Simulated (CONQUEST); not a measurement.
**Energy of RbCl along an even scaling of the cell**

System: RbCl (Fm-3m, 4 atoms in the cell).
Method: Kohn-Sham DFT of a periodic cell, WC, PseudoDojo NC PBEsol, no spin polarisation (CONQUEST 1.3).

The 7 runs differ only in the geometry, by an even scaling of the cell at fixed fractional positions. The structure derives from an entry of the Crystallography Open Database.

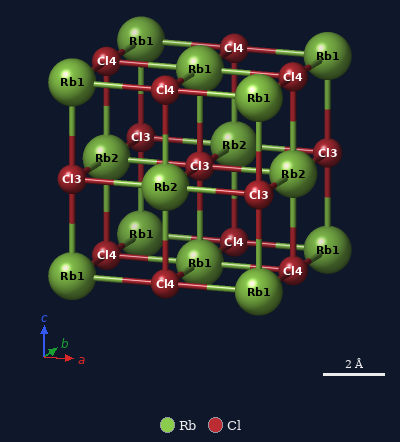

Figure 1. The structure of run 4 (ball-and-stick view of the cell 2 times as large as that of the calculation, set on its symmetry axes, seen slightly off an axis; atoms are numbered from 1 in the order of the input).

### Input of run 4
```
IO.Title RbCl
IO.Coordinates coords.dat
IO.FractionalAtomicCoords T
IO.Iprint 2
IO.Iprint_init 1
General.NumberOfSpecies 2
General.PseudopotentialType hamann
General.FunctionalType 104
General.DifferentFunctional T
AtomMove.TypeOfRun static
AtomMove.FullStress T
Grid.PointsAlongX 36
Grid.PointsAlongY 36
Grid.PointsAlongZ 60
DM.SolutionMethod diagon
Diag.MPMesh T
Diag.GammaCentred T
Diag.MPMeshX 5
Diag.MPMeshY 5
Diag.MPMeshZ 4
Diag.kT 0.00183747
minE.SCTolerance 1e-6
SC.MaxIters 100
IO.AtomChargeOutput T
%block ChemicalSpeciesLabel
1 85.470 Rb
2 35.450 Cl
%endblock
```

Command:
```bash
Conquest
```

Lattice vectors (Å) and fractional positions of run 4:
```
   4.630135    0.000000    0.000000
   0.000000    4.630135    0.000000
   0.000000    0.000000    6.548000
Rb  0.000000  0.000000  0.000000
Rb  0.500000  0.500000  0.500000
Cl  0.000000  0.000000  0.500000
Cl  0.500000  0.500000  0.000000
```

Run 3 has the same physical settings and fractional positions; its lattice vectors (Å) are:
```
   4.599060    0.000000    0.000000
   0.000000    4.599060    0.000000
   0.000000    0.000000    6.504052
```

### Results, with one run withheld

```csv
run,volume per atom (Å³),"free energy per atom, from the lowest run given (meV)",pressure (GPa),gap on the mesh (eV)
1,32.989,10.46,1.51,5.05
2,33.690,4.95,1.00,4.98
3,34.392,?,?,?
4,35.094,0.00,0.07,4.86
5,35.796,0.73,−0.43,4.79
6,36.498,3.30,−0.73,4.73
7,37.200,7.19,−1.00,4.67
```

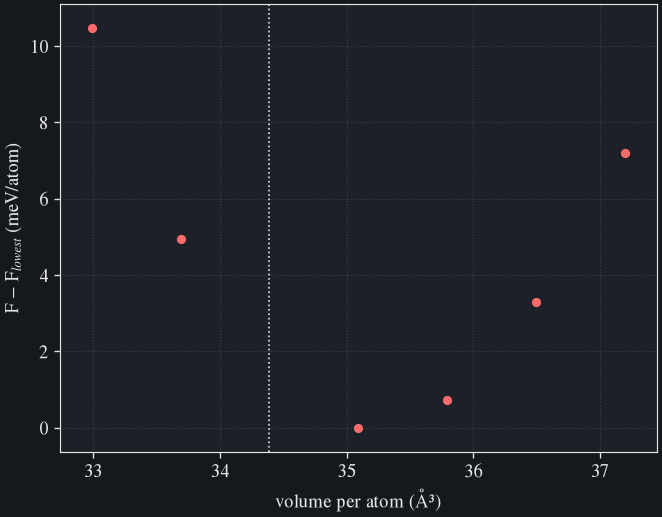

Figure 2. Free energy per atom of the runs given; the dotted line marks run 3.

Estimate the energy of run 3 from the others.

A cubic polynomial in V^(−2/3) (the Birch–Murnaghan form), fitted to the 6 runs given, misses them by at most 0.14 meV per atom. With x = V^(−2/3) − 0.09318 Å⁻², it reads F = 0.099285 + 119.8 x + 6.2423e+05 x² − 4.0382e+06 x³ (meV per atom). At run 3 it gives 1.44 meV per atom, and the run itself gives 1.51. The slope of the fit gives a pressure −dF/dV of 0.53 GPa there, and the run prints 0.56 GPa. The fit has its minimum at 35.212 Å³ per atom, where V d²F/dV² gives 21.9 GPa: the bulk modulus at this level, since symmetry fixes the shape and the positions. The gap on the mesh goes, without turning, from 5.05 eV in run 1 to 4.67 eV in run 7; run 3 has 4.92 eV. These are gaps of this functional on this mesh, which can miss the band edges; they aren't the measured gap.

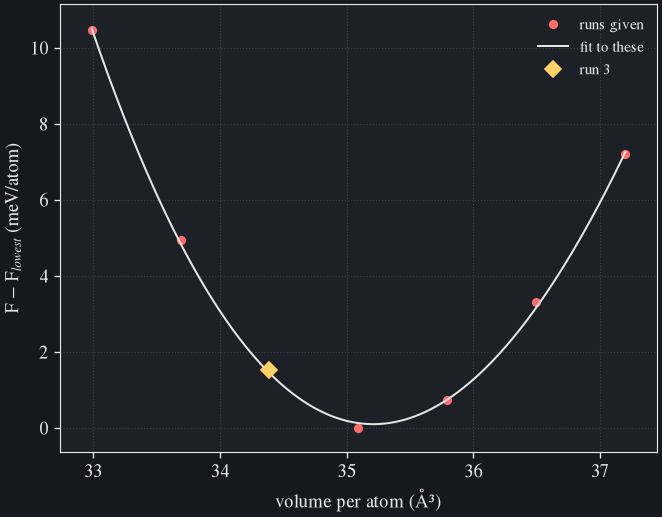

Figure 3. The fit and the withheld run.

### Some lines of the output (run 3)
```
[...]
      Using Fermi-Dirac smearing
          DFT Total Energy                 :       -87.128805488233013 Ha
          DFT Total Energy                 :       -87.152613906403843 Ha
          DFT Total Energy                 :       -87.152741011791278 Ha
          DFT Total Energy                 :       -87.152831429749597 Ha
          DFT Total Energy                 :       -87.152831728350435 Ha
          DFT Total Energy                 :       -87.152833359599413 Ha
          DFT Total Energy                 :       -87.152833435559501 Ha
          DFT Total Energy                 :       -87.152833444934444 Ha
      |* DFT total energy        =       -87.152833444934444 Ha
    force: Average pressure:      0.55736032 GPa
```

Notes: The record of the run, not the program, notes: read_and_write: Functional in input file differs to pseudopotential but proceeding: 104 -116133. Points of doubt noted for this run: potential of other functional; small atomic basis. With a small basis of atomic orbitals these values can differ much from converged plane-wave results.
